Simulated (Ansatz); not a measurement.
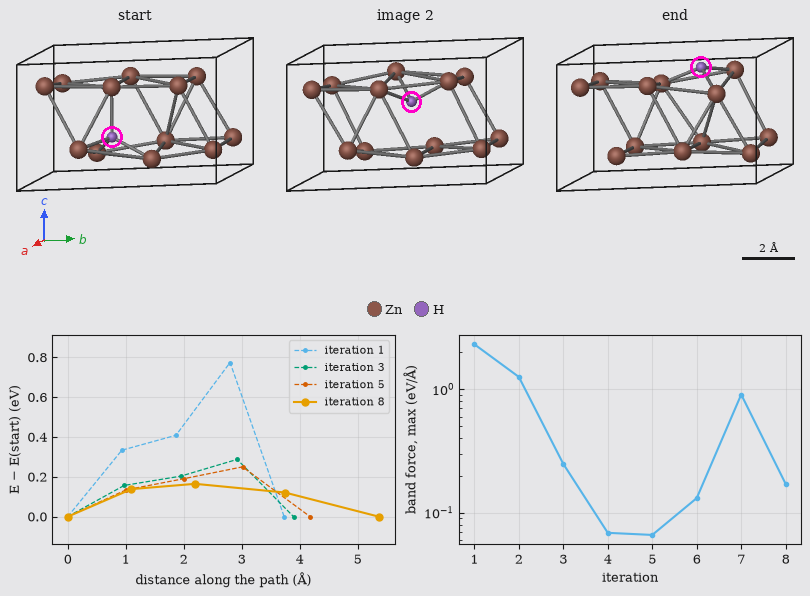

NEB run on Zn with an interstitial H (13 atoms in the cell). Images are numbered from 0 (start) to 4 (end). The plot follows the band through its iterations. The picture is a ball-and-stick view of the simulation cell (origin moved), seen slightly off an axis. The moving atom is ringed, with any periodic copies. Bonds to atoms that aren't drawn are left out.

Computed with Ansatz, DFT LDA, scalar-relativistic, plane waves, PAW. Set-up: plane-wave cutoff 420 eV; k-point mesh 4 × 3 × 3; Gaussian smearing 0.05 eV; 3 movable images; climbing image; force threshold 0.05 eV/Å; iteration limit 8.

Did the band converge, and can the barrier be trusted?

The result isn't final. The band hadn't converged when the run stopped after 8 iterations. The largest component of the band force went from 2.3 to 0.17 eV/Å. The barrier read from it is provisional: over the last two iterations the highest image moved from 0.202 eV to 0.165 eV. The iteration limit was low. The first iteration put the highest image at 0.774 eV. The barrier is about 0.165 eV in both directions, with image 2 at the top; the ends have the same energy.

Limits of the set-up: the periodic images lie only 4.9 Å apart, so the values are limited by the cell's size.
